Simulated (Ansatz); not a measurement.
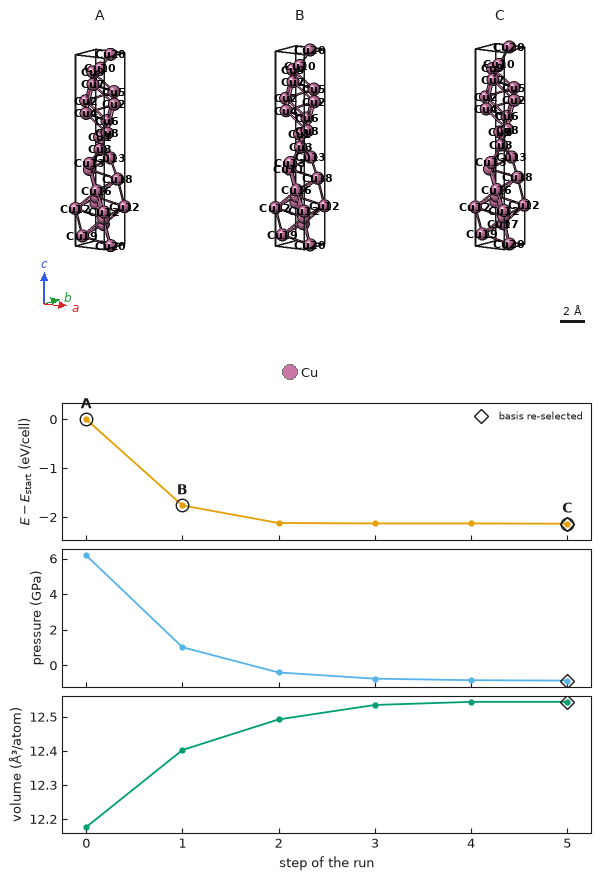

Frames of a relaxation of an interface cell of composition Cu, marked on the history of the run. Style: ball-and-stick. Shown: the cell of the calculation (origin shifted), slightly off an axis.

Case: symmetric tilt boundary Sigma 5 (2 1 0), mirror between planes, shift [0, 0.5].

Computed with DFT PBE, scalar-relativistic, plane waves, PAW (Ansatz 0.2.0). Settings: plane-wave cutoff 420 eV; k-point mesh 10 × 10 × 2; occupations gaussian; smearing width 0.1 eV; no spin polarisation; cell relaxed at fixed a, b, alpha, beta, gamma; force threshold 0.02 eV/Å; at most 60 steps.

> What happens along the run?

The energy falls by 2.133 eV per cell of the calculation in 4 accepted moves (5 points after the start). The largest force component goes from 3.5 to 0.00049 eV/Å. The pressure goes from 6.18 to −0.85 GPa. At 1 point the geometry stayed and the basis and grid were re-selected for the new cell (energy shift of 4.7 meV per cell of the calculation at most each time). The largest moves relative to the cell, 0.18 Å, are those of Cu atoms. Cell: a unchanged at 3.630 Å, b unchanged at 4.446 Å, c 16.533 → 17.032 Å (+3.0 %). Volume +3.0 %. Some distances before and after: Cu–Cu 2.033 → 2.388 Å, Cu–Cu 2.422 → 2.562 Å, Cu–Cu 2.567 → 2.479 Å, Cu–Cu 2.567 → 2.638 Å. From step 0 to 1: Cu atoms move most (0.08 Å), volume +1.9 %, energy −1.760 eV per cell of the calculation. From step 1 to 5: Cu atoms move most (0.10 Å), volume +1.1 %, energy −0.374 eV per cell of the calculation.
